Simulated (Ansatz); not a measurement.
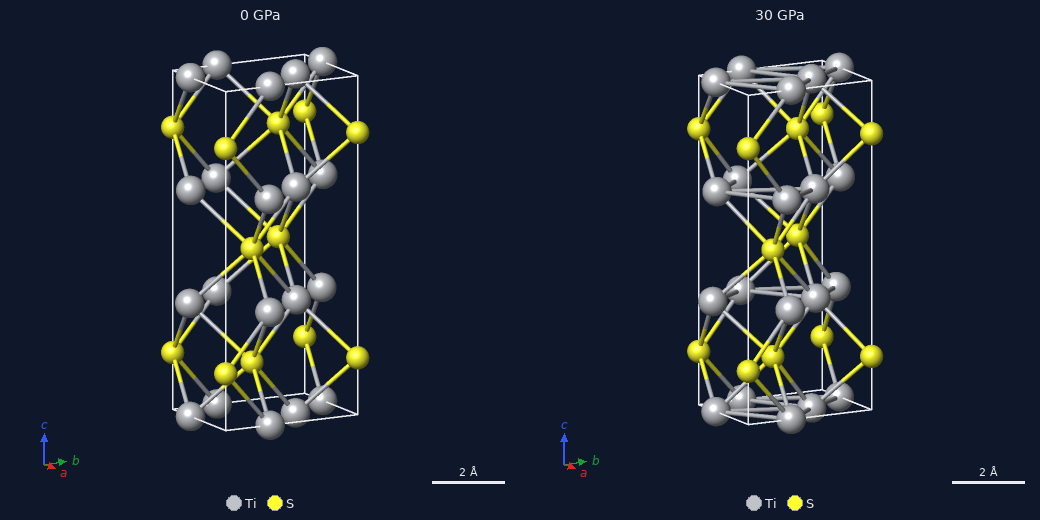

Ti₃S₂, space group R32 (No. 155), relaxed (cell and atoms) under a series of hydrostatic pressures; the conventional cell is drawn at the lowest and the highest, to one scale (sticks follow a distance rule). The start was a structure listed in the Materials Project. It needn't be the stable form of this composition.

Alike in all runs: Ansatz 0.2.0; functional PBEsol; potentials Ansatz PAW; cutoff 420 eV; k mesh 6 × 6 × 6 on the run's cell of 5 atoms; occupations fermi-dirac, width 0.05 eV; no spin polarisation; no spin-orbit coupling.

| pressure (GPa) | volume (Å³/atom) | a (Å) | c (Å) |
| --- | --- | --- | --- |
| 0.0 | 15.945 | 5.364 | 9.600 |
| 2.0 | 15.709 | 5.331 | 9.574 |
| 5.0 | 15.385 | 5.284 | 9.542 |
| 10.0 | 14.909 | 5.215 | 9.495 |
| 20.0 | ? | ? | ? |
| 30.0 | 13.509 | 5.008 | 9.328 |

What equation of state do the given rows imply, and what volume does it predict for the missing row?

The fit gives V0 = 15.94 Å³/atom, B0 = 131 GPa and B0′ = 3.9, which puts the volume at 20.0 GPa at 14.13 Å³/atom. The run gave volume 14.131 Å³/atom; a 5.101 Å; c 9.405 Å.

Which axis yields most up to 30 GPa?

The a axis: a −6.6 %, c −2.8 %, against −15.3 % in volume.

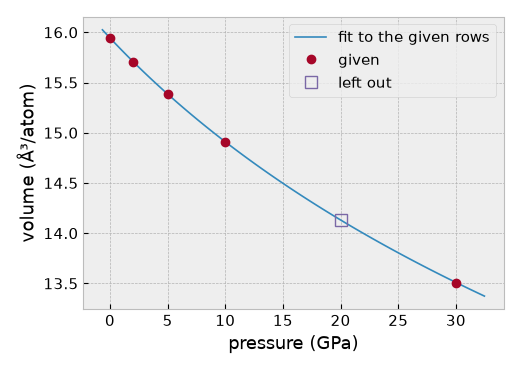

Volume against pressure, with the fit. The structure was kept in its own symmetry, so a change to another phase within this range wouldn't be seen.

Caveat: the plane-wave basis is chosen anew once the cell has moved, so the energies of steps on either side of that aren't comparable.
